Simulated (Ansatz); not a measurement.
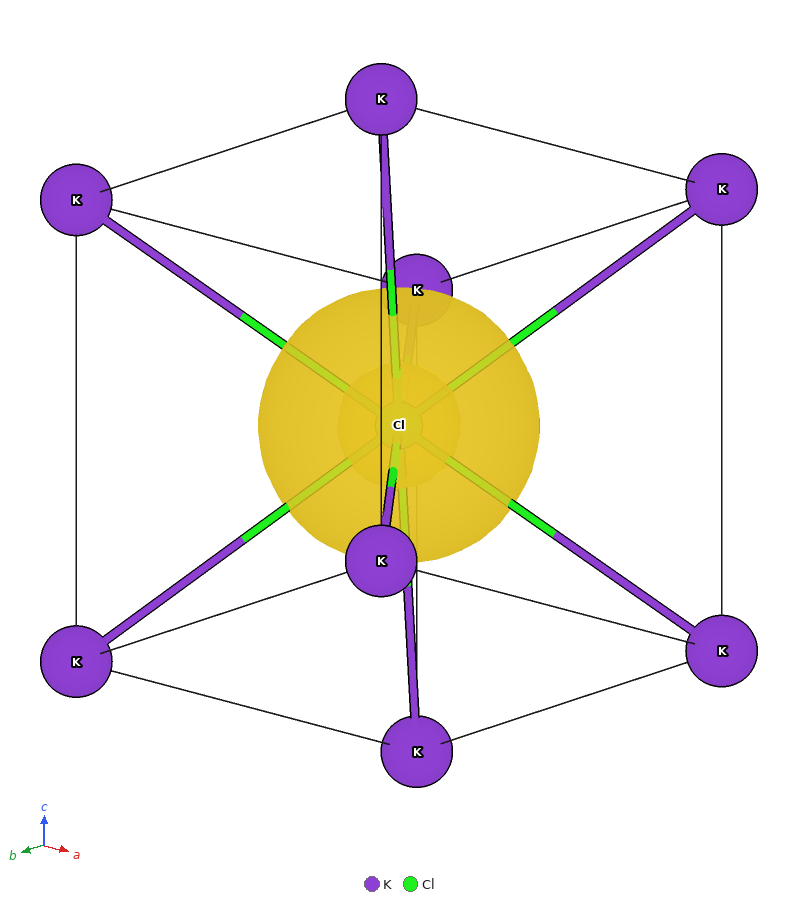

Figure. KCl. Isosurface of the electron localisation function at 0.8 (yellow), seen at an oblique angle. Only the valence region is drawn (cores and ρ < 0.01 e/Å³ removed). Sticks mark near contacts.

Space group P4/mmm; started from the CsCl prototype, which need not be the ambient phase; changed on purpose from its base cell (uniaxial z strain +5.7%).

All numbers below come from Ansatz, DFT, r2SCAN, plane waves, PAW.

Core electrons are frozen (PAW), and the valence fields are smoothed inside the atomic spheres.

Input

```
crystal:
  lattice:
    - [3.7711682906, 0.0, 0.0]
    - [0.0, 3.7711682906, 0.0]
    - [0.0, 0.0, 3.9872562336]
  atoms:
    - { symbol: K, position: [0.0, 0.0, 0.0] }
    - { symbol: Cl, position: [0.5, 0.5, 0.5] }
kpoints:
  mp_grid: { grid: [8, 8, 8] }
  band_path:
    path: [[0.0, 0.0, 0.0], [0.0, 0.5, 0.0], [0.5, 0.5, 0.0], [0.5, 0.5, 0.5]]
    npoints: 1
hamiltonian:
  xc: r2scan
scf:
  occupations: { method: fixed }
  n_extra_bands: 4
output:
  forces: true
  stress: true
  eigenvalues: true
  write_density: true
  write_potential: true
  elf: true
  volumetric_format: npy
```

Run with:

```sh
ansatz run input.yaml --threads 4 --pin off --max-ram 3686MiB --backend cpu --events-out ev --progress --plain --runs-dir out
```

Below, planes, directions and counts refer to the conventional cell (a = 3.77 Å, b = 3.77 Å, c = 3.99 Å, α = 90.00°, β = 90.00°, γ = 90.00°).

Q: Describe the localisation domains.

A: The surface consists of one region wrapped around Cl (its valence shell), counted in one cell of 2 atoms. Regions shared between cells count once.

Values along the shortest contacts:
K–Cl (3.33 Å): the ELF is about 0.05 at the midpoint; a closed-shell, largely ionic contact.
